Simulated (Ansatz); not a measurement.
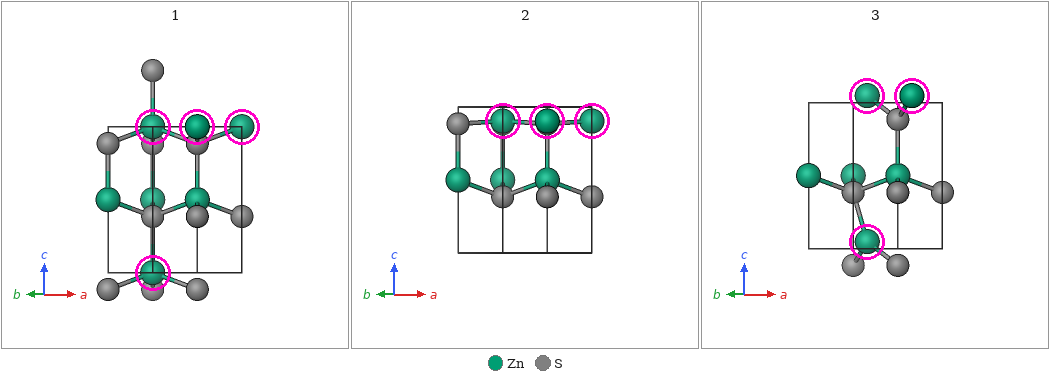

ZnS (P6_3mc, No. 186; 4 atoms in the cell). Atom Zn1 is moved over a plane while all other atoms and the cell stay fixed (its periodic images move with it) (x along [1 0 0], y along [1 2 0], z along [0 0 1] of the conventional cell). The first coordinate is: shift of Zn1 along x; the second: shift of Zn1 along z. The scan uses a 5 × 5 grid; 15 points were computed and 10 follow by symmetry. Energies: eV per cell, counted from the lowest grid point. The reference cell is the one listed in the database, not relaxed at this level. Method: Ansatz, DFT PBE, scalar-relativistic, plane waves, PAW. Settings: cutoff 420 eV, k-mesh 12×12×6 in the order of the run's cell vectors, fermi-dirac smearing 0.02 eV, no spin polarisation.

The numbered pictures are structures from this grid. Rings mark the moved atoms.

Question: Which is the most stable, and how do the others follow?

Answer: 1, at shift of Zn1 along x = 0.0 Å, shift of Zn1 along z = 0.0 Å: 0.00 eV; 2, at shift of Zn1 along x = 0.0 Å, shift of Zn1 along z = −0.6 Å: 0.61 eV; 3, at shift of Zn1 along x = 0.6 Å, shift of Zn1 along z = 0.3 Å: 0.97 eV.

The map, with the structures marked:

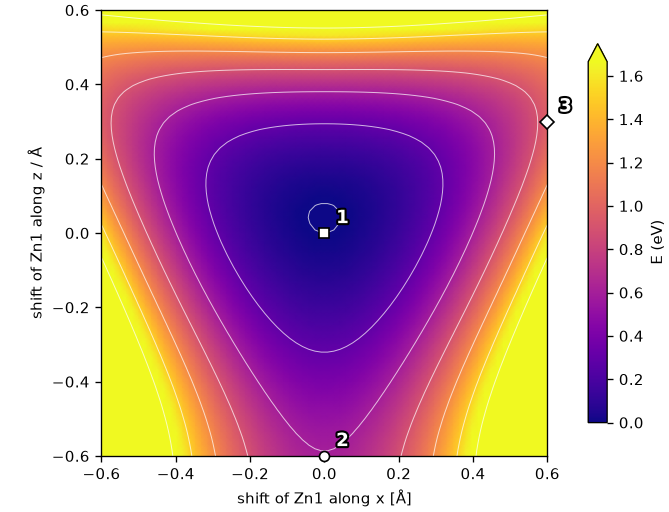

In the figure: a smooth colour map with a few white contour lines, one colour for all values above the top of the scale. Between grid points the surface is interpolated.
